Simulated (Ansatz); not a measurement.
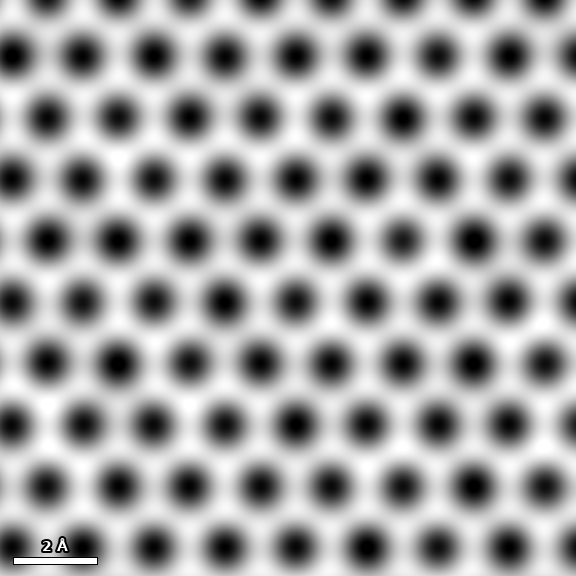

HRTEM-like image of W (R-3m, No. 166). Simulated in the weak-phase-object approximation with neutral-atom potentials: 300 kV, Cs = 40 µm, defocus −106 Å (negative is underfocus), defocus spread 8 Å, aperture 1.15 1/Å. The speckle of an amorphous layer was added. Structure used: coordinates from a relaxation with Ansatz, DFT, PAW plane waves, r2scan; the starting structure was generated, so it need not be a known form of this composition.

```yaml
crystal:
  lattice:
    - [2.98985, 0.00000, 0.00000]
    - [-1.49492, 2.58929, 0.00000]
    - [0.00000, 0.00000, 6.32949]
  atoms:
    - { symbol: W, position: [0.33333, 0.66667, 0.16667] }
    - { symbol: W, position: [0.00000, 0.00000, 0.50000] }
    - { symbol: W, position: [0.66667, 0.33333, 0.83333] }
```

Q: Which beam direction gives this image, [210], [121], [100] or [001]? (Directions equivalent by symmetry count as one.)

A: [001]. The projected cells are 1.49 × 2.11 Å, 90° for [210]; 1.34 × 1.64 Å, 114° for [121]; 2.28 × 2.59 Å, 112° for [100]; 1.73 × 1.73 Å, 120° for [001], and the image repeats as the [001] one does.
